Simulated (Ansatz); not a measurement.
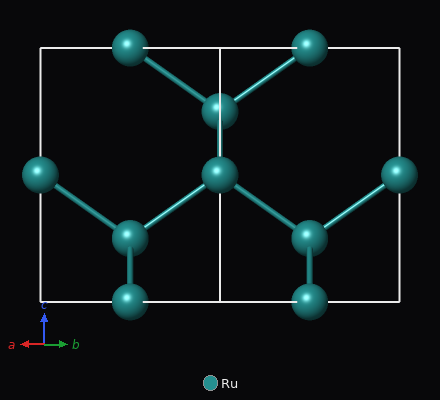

Ru (Fd-3m, No. 227): the geometry relaxed with DFT, m-r2SCAN, plane waves (500 eV) with PAW, scalar-relativistic in Ansatz; the starting structure was generated, so it need not be a known form of this composition.

Space group Fd-3m:1 (No. 227). a = 5.413 Å, b = 5.413 Å, c = 5.413 Å, α = 90.00°, β = 90.00°, γ = 90.00°
```tsv
atom	site	symmetry	x	y	z
Ru	8b	-43m	0.2500	0.2500	0.7500
```

### What will an iDPC-like image along [110] show? Simulated as the projected potential of neutral atoms (B = 0.5 Å²) blurred by a 0.57 Å probe, the thin-sample limit of integrated differential phase contrast. Shot noise and the speckle of an amorphous layer were added.

The columns repeat on a centred rectangular net of 3.83 × 5.41 Å (plane group c2mm). All columns are alike (Ru). The shortest distance between visible columns is 1.35 Å in projection. Along the beam the structure repeats every 3.83 Å.

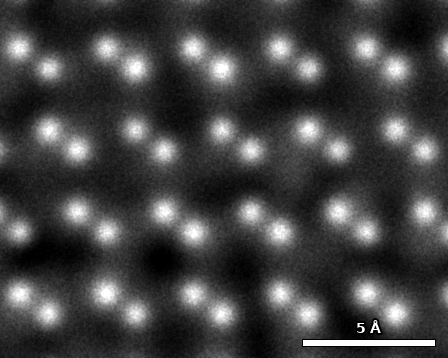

The simulated image.
